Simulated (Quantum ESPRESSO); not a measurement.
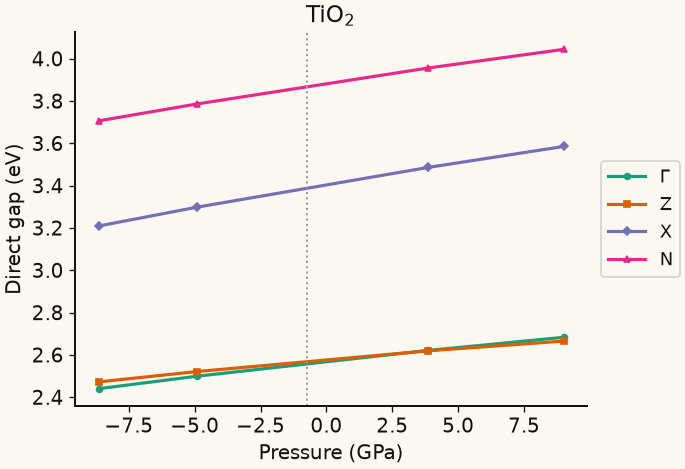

Direct gap at each named k point. In reduced coordinates of the cell that was run, Z is (0.5, 0.5, −0.5), X is (−0.5, 0.5, 0) and N is (0, 0.5, −0.5). One run is left out (dotted line).

System: anatase TiO2, space group I4_1/amd (No. 141), 6 atoms in the primitive cell. The cell is scaled at fixed shape and fractional positions. At 11.35 Å³/atom, a = 3.784 Å, c = 9.515 Å (tetragonal axes). Computed with Quantum ESPRESSO 7.5: PBEsol, GBRV 1.5 PBEsol, no spin polarisation, no spin-orbit coupling, 10×10×10 k mesh, 612 eV cutoff, Fermi-Dirac smearing of 0.05 eV.

```
pressure  Γ (eV)  Z (eV)  X (eV)  N (eV)  volume (Å³/atom)
−8.6 GPa    2.44    2.47    3.21    3.71             11.81
−4.9 GPa    2.50    2.52    3.30    3.79             11.58
 3.9 GPa    2.62    2.62    3.49    3.96             11.13
 9.0 GPa    2.68    2.67    3.58    4.04             10.90
```

### What does the missing run, at −0.8 GPa, give?

Fits through the other points give 2.55 eV at Γ, 2.56 eV at Z, 3.38 eV at X and 3.86 eV at N (straight lines). The run itself gives 2.56, 2.57, 3.39 and 3.87 eV, within 0.01 eV of the estimates.

### What are the pressure coefficients?

Straight lines through the points have slopes of +14 at Γ, +11 at Z, +21 at X and +19 at N (meV per GPa).

The smallest gap over all k points computed is 2.00, 2.05, 2.09, 2.13 and 2.18 eV in turn; it lies up to 0.49 eV under the lowest value plotted. LDA, GGA and most meta-GGA functionals understate gaps.
